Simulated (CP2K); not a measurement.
**Single-point calculation of Ga2O3**

System: Ga2O3 (C2/m, 10 atoms in the cell).
Method: DFT, PBE, Gaussian and plane waves, basis DZVP-MOLOPT-SR-GTH, GTH potentials (CP2K 2026.2).

The structure derives from an entry of the Crystallography Open Database. The geometry comes from this level: r2SCAN (a point of a series of volumes). It belongs to a series of runs on one base structure; here: volume -12%.

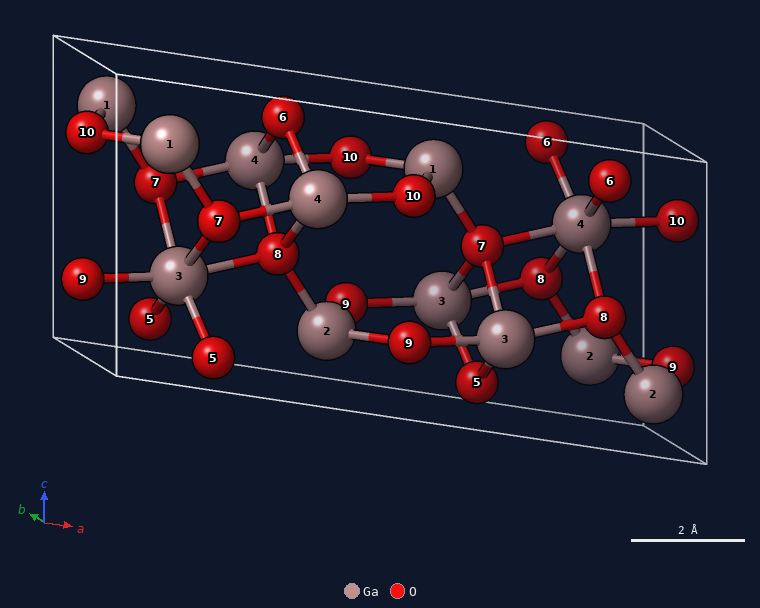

The structure (ball-and-stick view of the cell 2 times as large as that of the calculation, set on its symmetry axes, seen slightly off an axis; atoms are numbered from 1 in the order of the input). Near neighbours in the crystal (not all of them lie inside the picture): Ga has 4 O at 1.76 to 1.79 Å; Ga has 6 O at 1.86 to 1.99 Å; O has 3 Ga at 1.76 to 1.86 Å; O has 4 Ga at 1.79 to 1.99 Å.

### Input
```
&GLOBAL
 PROJECT run
 RUN_TYPE ENERGY_FORCE
 PRINT_LEVEL LOW
&END GLOBAL
&FORCE_EVAL
 METHOD QS
 STRESS_TENSOR ANALYTICAL
 &DFT
  BASIS_SET_FILE_NAME BASIS_MOLOPT
  POTENTIAL_FILE_NAME GTH_POTENTIALS
  &QS
   EXTRAPOLATION USE_GUESS
  &END QS
  &MGRID
   CUTOFF 500
   REL_CUTOFF 50
  &END MGRID
  &XC
   &XC_FUNCTIONAL PBE
   &END XC_FUNCTIONAL
  &END XC
  &KPOINTS
   SCHEME MONKHORST-PACK 5 5 5
   SYMMETRY F
   FULL_GRID F
  &END KPOINTS
  &SCF
   ADDED_MOS 16
   EPS_SCF 1e-6
   MAX_SCF 80
   &DIAGONALIZATION
   &END DIAGONALIZATION
   &MIXING
    METHOD BROYDEN_MIXING
    ALPHA 0.3
   &END MIXING
   &SMEAR
    METHOD FERMI_DIRAC
    ELECTRONIC_TEMPERATURE [K] 232
   &END SMEAR
   &PRINT
    &ITERATION_INFO
    &END ITERATION_INFO
   &END PRINT
  &END SCF
 &END DFT
 &SUBSYS
  &CELL
   A 6.04958110 0.00000000 0.00000000
   B 5.34855412 2.82672961 0.00000000
   C -1.28925372 -0.31973403 5.40523396
  &END CELL
  &COORD
   SCALED
   Ga 0.09050770 0.09050770 0.79476906
   Ga 0.90949230 0.90949230 0.20523094
   Ga 0.65874253 0.65874253 0.31444114
   Ga 0.34125747 0.34125747 0.68555886
   O 0.16420781 0.16420781 0.10912949
   O 0.83579219 0.83579219 0.89087051
   O 0.17334533 0.17334533 0.56353632
   O 0.82665467 0.82665467 0.43646368
   O 0.49629669 0.49629669 0.25625163
   O 0.50370331 0.50370331 0.74374837
  &END COORD
  &KIND Ga
   BASIS_SET DZVP-MOLOPT-SR-GTH
   POTENTIAL GTH-PBE
  &END KIND
  &KIND O
   BASIS_SET DZVP-MOLOPT-SR-GTH
   POTENTIAL GTH-PBE
  &END KIND
 &END SUBSYS
 &PRINT
  &STRESS_TENSOR
  &END STRESS_TENSOR
  &FORCES
  &END FORCES
 &END PRINT
&END FORCE_EVAL
```

Run on 2 threads of Arm Neoverse V1, 24 GiB of memory available, shared host.

Launch command:
```bash
cp2k.psmp -i run.inp
```

### Output
```
40qa1r

 CP2K| version string:                                       CP2K version 2026.2
 CP2K|            -lib tblite libvori libbqb
 CP2K| Input file name                                                   run.inp

 GLOBAL| Force Environment number                                              1
 GLOBAL| Cholesky decomposition library                                ScaLAPACK
 GLOBAL| Direct generalized diagonalization requested                          F
 GLOBAL| Matrix multiplication library                                 ScaLAPACK

 GENERATE|  Preliminary Number of Bonds generated:                             0
 GENERATE|  Achieved consistency in connectivity generation.

 *******************************************************************************
 *******************************************************************************
 **                                                                           **
 **     #####                         ##              ##                      **
 **    ##   ##            ##          ##              ##                      **
 **   ##     ##                       ##            ######                    **
 **   ##     ##  ##   ##  ##   #####  ##  ##   ####   ##    #####    #####    **
 **   ##     ##  ##   ##  ##  ##      ## ##   ##      ##   ##   ##  ##   ##   **
 **   ##  ## ##  ##   ##  ##  ##      ####     ###    ##   ######   ######    **
 **    ##  ###   ##   ##  ##  ##      ## ##      ##   ##   ##       ##        **
 **     #######   #####   ##   #####  ##  ##  ####    ##    #####   ##        **
 **           ##                                                    ##        **
 **                                                                           **
 **                                                ... make the atoms dance   **
 **                                                                           **
 **                      J. Chem. Phys. 152, 194103 (2020)                    **
 **                                                                           **
 *******************************************************************************

 TOTAL NUMBERS AND MAXIMUM NUMBERS

  Total number of            - Atomic kinds:                                   2
                             - Atoms:                                         10
                             - Shell sets:                                    10
                             - Shells:                                        58
                             - Primitive Cartesian functions:                 54
                             - Cartesian basis functions:                    204
                             - Spherical basis functions:                    178

  Maximum angular momentum of- Orbital basis functions:                        3
                             - Local part of the GTH pseudopotential:          2
                             - Non-local part of the GTH pseudopotential:      4

 SCF PARAMETERS         Density guess:                                    ATOMIC
                        --------------------------------------------------------
                        max_scf:                                              80
                        max_scf_history:                                       0
                        max_diis:                                              4
                        --------------------------------------------------------
                        eps_scf:                                        1.00E-06
                        eps_scf_history:                                0.00E+00
                        eps_diis:                                       1.00E-01
                        eps_eigval:                                     1.00E-05
                        --------------------------------------------------------
                        level_shift [a.u.]:                             0.000000
                        added MOs                                        16    0
                        --------------------------------------------------------
                        Mixing method:                            BROYDEN_MIXING
                                                charge density mixing in g-space
                        --------------------------------------------------------
                        Smear method:                                FERMI_DIRAC
                        Electronic temperature [K]:                        232.0
                        Electronic temperature [a.u.]:                  7.35E-04
                        Accuracy threshold:                             1.00E-10
                        --------------------------------------------------------
                        No outer SCF

 Extrapolation method: initial_guess

 Number of electrons:                                                         88
 Number of occupied orbitals:                                                 44
 Number of molecular orbitals:                                                60

 Number of orbital functions:                                                178
 Number of independent orbital functions:                                    178

 SCF WAVEFUNCTION OPTIMIZATION

  ------------------------------------------------------------------------------
     1 NoMix/Diag. 0.30E+00    4.0     2.03463126      -395.7493503720 -3.96E+02
     2 Broy./Diag. 0.30E+00    5.8     0.21852926      -385.2486736152  1.05E+01
     3 Broy./Diag. 0.30E+00    5.8     0.08276307      -392.8534193031 -7.60E+00
     4 Broy./Diag. 0.30E+00    5.8     0.00914074      -394.7846049594 -1.93E+00
     5 Broy./Diag. 0.30E+00    5.8     0.00592436      -394.7140187061  7.06E-02
     6 Broy./Diag. 0.30E+00    5.8     0.00123929      -394.7372857011 -2.33E-02
     7 Broy./Diag. 0.30E+00    5.8     0.00023219      -394.7053558248  3.19E-02
     8 Broy./Diag. 0.30E+00    5.8     0.00016022      -394.7039048482  1.45E-03
     9 Broy./Diag. 0.30E+00    5.8     0.00006827      -394.7069095992 -3.00E-03
    10 Broy./Diag. 0.30E+00    5.8     0.00000620      -394.7074132206 -5.04E-04
    11 Broy./Diag. 0.30E+00    5.8     0.00000368      -394.7073529258  6.03E-05
    12 Broy./Diag. 0.30E+00    5.8     0.00000135      -394.7073614716 -8.55E-06
    13 Broy./Diag. 0.30E+00    5.8     0.00000044      -394.7073655037 -4.03E-06

  *** SCF run converged in    13 steps ***

  Electronic density on regular grids:        -87.9999998489        0.0000001511
  Core density on regular grids:               87.9999999952       -0.0000000048
  Total charge density on r-space grids:        0.0000001462
  Total charge density g-space grids:           0.0000001462

  Overlap energy of the core charge distribution:               0.00000022789468
  Self energy of the core charge distribution:               -638.33291439060883
  Core Hamiltonian energy:                                    191.07489480202256
  Hartree energy:                                             115.44923442984111
  Exchange-correlation energy:                                -62.89858057289254
  Electronic entropic energy:                                  -0.00000000000000
  Fermi energy:                                                 0.31593044187180

  Total energy:                                              -394.70736550374306
  Total energy (extrapolated to T->0):                       -394.70736550374306

 ENERGY| Total FORCE_EVAL ( QS ) energy [hartree]           -394.707345802976704

 FORCES| Atomic forces [hartree/bohr]
 FORCES|   Atom     x               y               z               |f|
 FORCES|      1  1.03557644E-02  2.56822144E-03 -2.53502990E-03   1.09664942E-02
 FORCES|      2 -1.03557531E-02 -2.56821759E-03  2.53503321E-03   1.09664834E-02
 FORCES|      3 -9.56414737E-04 -2.37280688E-04  7.42240351E-03   7.48752998E-03
 FORCES|      4  9.56421884E-04  2.37296213E-04 -7.42237162E-03   7.48749977E-03
 FORCES|      5  2.42902677E-02  6.02392151E-03  1.88020489E-03   2.50966115E-02
 FORCES|      6 -2.42902624E-02 -6.02392929E-03 -1.88021936E-03   2.50966093E-02
 FORCES|      7 -1.68867428E-03 -4.18794264E-04 -1.01523377E-02   1.03003383E-02
 FORCES|      8  1.68865613E-03  4.18782283E-04  1.01523138E-02   1.03003114E-02
 FORCES|      9  1.45618512E-02  3.61134248E-03  5.25835454E-03   1.58977859E-02
 FORCES|     10 -1.45618567E-02 -3.61134207E-03 -5.25835158E-03   1.58977899E-02
 FORCES| Sum     1.00005552E-10  2.67730161E-11 -1.50398681E-10
 FORCES| Total atomic force                                       1.82586057E-10

 STRESS| Analytical stress tensor [bar]
 STRESS|                        x                   y                   z
 STRESS|      x        5.02877234528E+05  -6.71312769401E+03   7.67025717098E+03
 STRESS|      y       -6.71312769401E+03   5.28278880156E+05   1.90193352534E+03
 STRESS|      z        7.67025717098E+03   1.90193352534E+03   4.89957097941E+05
 STRESS| 1/3 Trace                                             5.07037737542E+05
 STRESS| Determinant                                           1.30106544050E+17

 STRESS| Eigenvectors and eigenvalues of the analytical stress tensor [bar]
 STRESS|                        1                   2                   3
 STRESS| Eigenvalues   4.85883133481E+05   5.05286194860E+05   5.29943884285E+05
 STRESS|      x          -0.444746505352      0.862698593024     -0.240731559151
 STRESS|      y          -0.110297691454      0.213976874850      0.970591735123
 STRESS|      z           0.888839110996      0.458219417554     -0.000011804085
```

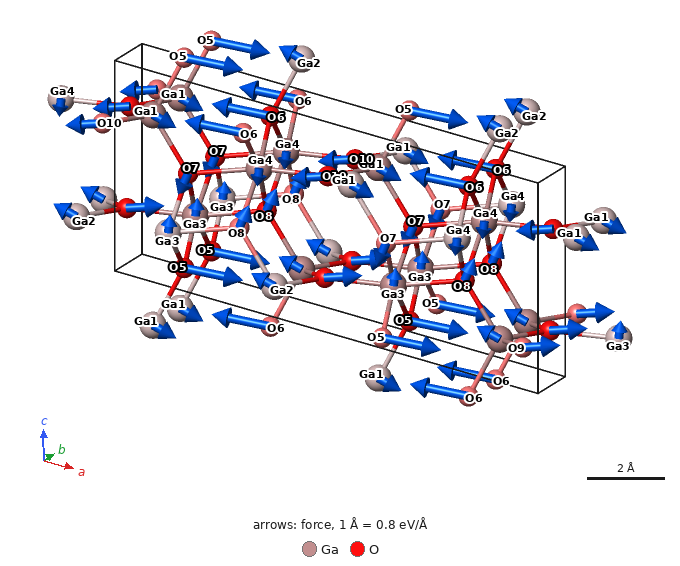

Forces on the atoms as blue arrows (ball-and-stick view of the cell 2 times as large as that of the calculation, set on its symmetry axes, seen slightly off an axis; neighbours outside the cell are drawn fainter; atoms are numbered from 1 in the order of the input). The largest act on O5, O6 (1.29 eV/Å); O9, O10 (0.82 eV/Å); Ga1, Ga2 (0.56 eV/Å); O7, O8 (0.53 eV/Å). The geometry is not a stationary point of this energy.

### Summary

| quantity | value |
| --- | --- |
| outcome | converged |
| space group (tolerance 0.01 Å) | C2/m (12) |
| free energy | −10740.5339 eV |
| pressure | 50.70 GPa |
| largest force (length of the vector) | 1.291 eV/Å |
| wall time | 90 s (CPU time 2.6 min) |
| peak memory | 0.83 GiB |

### Notes

The cell is under a pressure of 51 GPa at this level, so it is not at its equilibrium volume.
